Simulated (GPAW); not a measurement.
## GaN (P6_3mc): refractive index against wavelength

The refractive index of GaN (P6_3mc) along x below the direct gap (1.97 eV on the mesh) is read from one computed spectrum, n = √(Re ε). x, y and z are the Cartesian axes of the input cell.

The structure is hexagonal, space group P6_3mc (No. 186). Conventional cell: a = 3.180 Å, b = 3.180 Å, c = 5.166 Å, α = 90.00°, β = 90.00°, γ = 120.00°. Around Ga on site b lie 4 N at 1.94 to 1.95 Å. N on site b has 4 Ga at 1.94 to 1.95 Å as nearest neighbours.

Method: GPAW 26.7.0, LDA, RPA, k-mesh 12×12×6, local fields up to 50 eV, Lorentzian half width 0.15 eV.

Launch of the response step: `OMP_NUM_THREADS=1 python df.py`. The run took 2.6 min, its band step included, on 1 thread of Arm Neoverse N1, on a shared host.

```
wavelength (nm)  photon energy E (eV)       n
           3000                 0.413  2.3852
           2000                 0.620  2.3925
           1550                 0.800  2.4016
           1310                 0.946  2.4112
           1064                 1.165       ?
```

In the single-oscillator model n² − 1 = E₀E_d/(E₀² − E²), so 1/(n² − 1) = E₀/E_d − E²/(E₀E_d) is linear in E².

Working, on the rows shown:

| x = E² (eV²) | y = 1/(n² − 1) |
| --- | --- |
| 0.170801 | 0.213257 |
| 0.384302 | 0.211682 |
| 0.639837 | 0.209746 |
| 0.895757 | 0.207732 |

Means: x̄ = 0.52267, ȳ = 0.2106. Σ(x − x̄)(y − ȳ) = -0.002255, Σ(x − x̄)² = 0.2959. Slope = -0.002255 / 0.2959 = -0.00762; intercept = ȳ − slope · x̄ = 0.21459. Turned back into n, the line misses the rows shown by at most 0.00016.

**Question.** Predict the last column of the withheld row from the fit.

**Answer.** At x = 1.3578 the line gives y = 0.20424, that is 2.4282. The run gave 2.4301, so the extrapolation is off by 0.0019, 4 % of the range in the table.

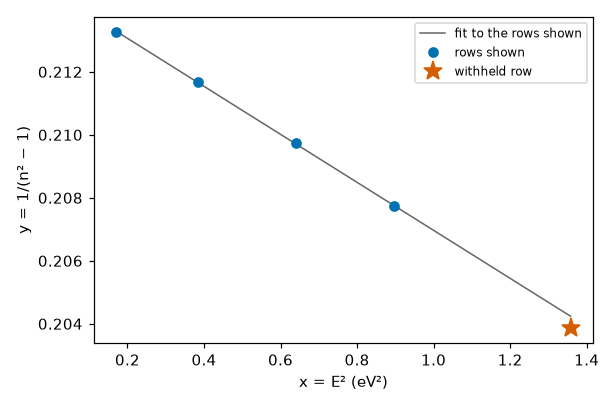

Refitted with all rows, the slope is -0.00792 and the intercept 0.21472. These give E₀ = √(intercept/−slope) = 5.21 eV and E_d = E₀/intercept = 24.3 eV; E₀ is 2.6 times the direct gap. The electronic limit at long wavelengths, without lattice vibrations, is n = √(1 + 1/intercept) = 2.379. The cell comes from an older database entry, whose edges can be off by a per cent or so. Excitons are left out; LDA gaps are as a rule too small. The values come from a sum over the points of one k-mesh and carry its error, which grows as the direct gap shrinks. Spin-orbit coupling is left out.

[Logs are printed without paths, hosts, clocks, repeated set-up lines and the standing remarks that a program may print on its own settings, such as how far it seeks lower states.]
